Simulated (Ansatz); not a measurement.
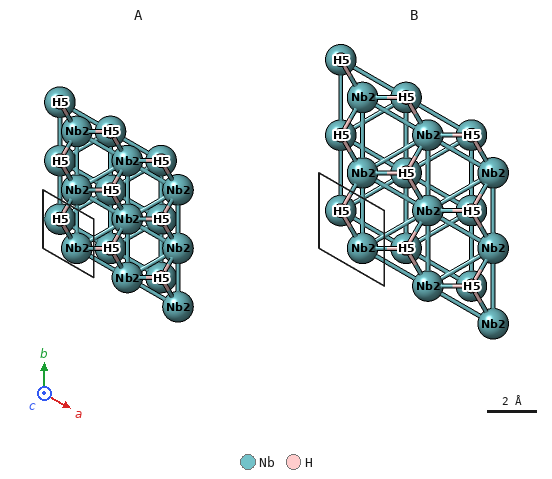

Two geometries of a crystal of NbH$_{2}$ (built on the 2H molybdenite_194 type) (coarse preliminary run), drawn at one scale. One is the start of a relaxation, the other its converged end. The picture is a ball-and-stick view of the cell of the calculation, repeated 3 × 3 × 1 with one cell outlined, seen along the c axis.

Theory: DFT r2SCAN, scalar-relativistic, plane waves, PAW (Ansatz). Set-up: plane-wave cutoff 500 eV; k-point mesh 12 × 12 × 2; occupations gaussian; smearing width 0.1 eV; no spin polarisation; cell and atoms relaxed; force threshold 0.04 eV/Å; at most 70 steps.

Question: Which geometry has the lower energy?

Answer: Structure B is the relaxed one. Case: 2H molybdenite type (P6_3/mmc, No. 194). The largest moves relative to the cell, 0.21 Å, are those of H atoms. Nb stays in place. The volume changes by +2.7 %, with a = b 2.392 → 3.087 Å (+29.1 %), c 9.303 → 5.737 Å (−38.3 %). Some distances before and after: H–Nb 3.512 → 1.956 Å, Nb–Nb 2.392 → 3.087 Å, H–Nb 1.790 → 2.002 Å. New bonds form: H–Nb (3.51 → 1.96 Å). Bond angles that change, for instance: Nb–H–Nb 83.8° → 100.9°. The space group stays P6_3/mmc (No. 194). After 16 accepted moves (19 points after the start) the energy has fallen by 1422 meV per atom. The largest force component goes from 3.3 to 0.003 eV/Å. Pressure: 108.37 GPa at the start and 0.13 GPa at the end. The line search rejected the trial step at point 15 of the run. At 2 points the geometry stayed and the basis and grid were re-selected for the new cell (energy shift of 10.7 meV per atom at most each time). Cost: 2.1 min on 1 thread of Arm Neoverse V1, on a shared host, peak memory 0.45 GiB.
